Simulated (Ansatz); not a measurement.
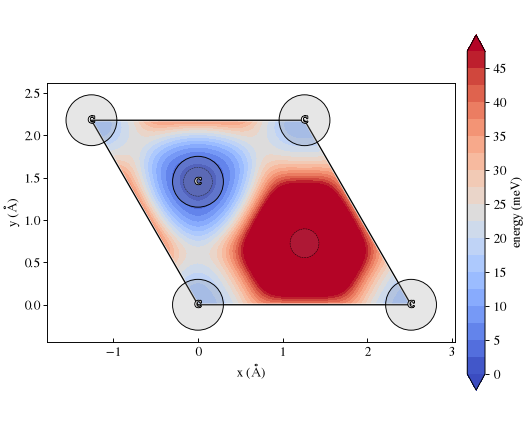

Si on a C(111) slab cut from the Fd-3m phase, its upper half relaxed before the scan (24 atoms of substrate and one adsorbate in a 2 × 2 cell). 
- Si is moved over the surface cell at a fixed height above a rigid substrate; the origin of the map has the adsorbate above C21; the height is held at 2.80 Å.
- Places are given modulo a cell vector. The map is drawn in real space over the plane of the surface.
- Grid: 6 × 6 points; 10 points were computed and 26 follow by symmetry.
- Places are given in fractions of the 1 × 1 surface cell.
- All energies are given in meV relative to the lowest grid point.
- At a fixed height the lowest place need not be the adsorption site.
- Level of theory: DFT PBE+D3(BJ), scalar-relativistic, plane waves, PAW in Ansatz 0.2.0. Settings: cutoff 420 eV, k-mesh 6×6×1, gaussian smearing 0.05 eV, spin-polarised.

Drawn: filled contours, labelled circles for the atoms of the top layer and small ones for the second layer, the outline of one cell of the plane, one colour for all values above the top of the scale. Between grid points the surface is interpolated.

The lowest grid point is at the top site over a surface C atom, (2/6, 4/6) of the cell vectors. There is a further well near the top site over a surface C atom, (0/6, 0/6) of the cell vectors (15 meV above the lowest at that grid point). The highest grid point, a sixfold hollow over a second-layer C atom, (4/6, 2/6) of the cell vectors, lies 115 meV above the lowest. On the interpolated surface the easiest way out of the lowest well to the well at the top site over a surface C atom, (0/6, 0/6) of the cell vectors passes a barrier of about 24 meV. At the lowest point the adsorbate has 1 C at 2.81 Å as nearest neighbours, at the highest 6 C at 3.16 Å.

The scan is repeated with another setting: the height is held at 3.10 Å; all else is set up alike.

### How does the landscape change?

The minimum (interpolated where it lies between grid points) moves from the top site over a surface C atom, (2/6, 4/6) of the cell vectors to about (0.44, 0.07) of the cell vectors. The span from the lowest to the highest grid point shrinks from 115 to 26 meV. The easiest pass out of the lowest well goes from about 24 to about 1.6 meV on the interpolated surfaces. In the new map: at the lowest point the adsorbate has 1 C at 3.18 Å as nearest neighbours, at the highest 6 C at 3.43 Å.

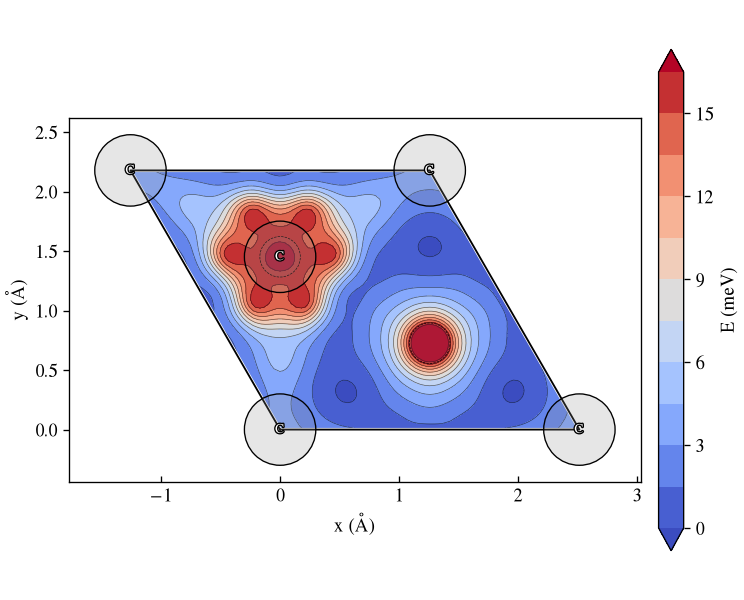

The map after the change, on a colour scale of its own. Drawn: filled contours, labelled circles for the atoms of the top layer and small ones for the second layer, the outline of one cell of the plane, one colour for all values above the top of the scale. Between grid points the surface is interpolated.

PAW datasets: the set soft_1.
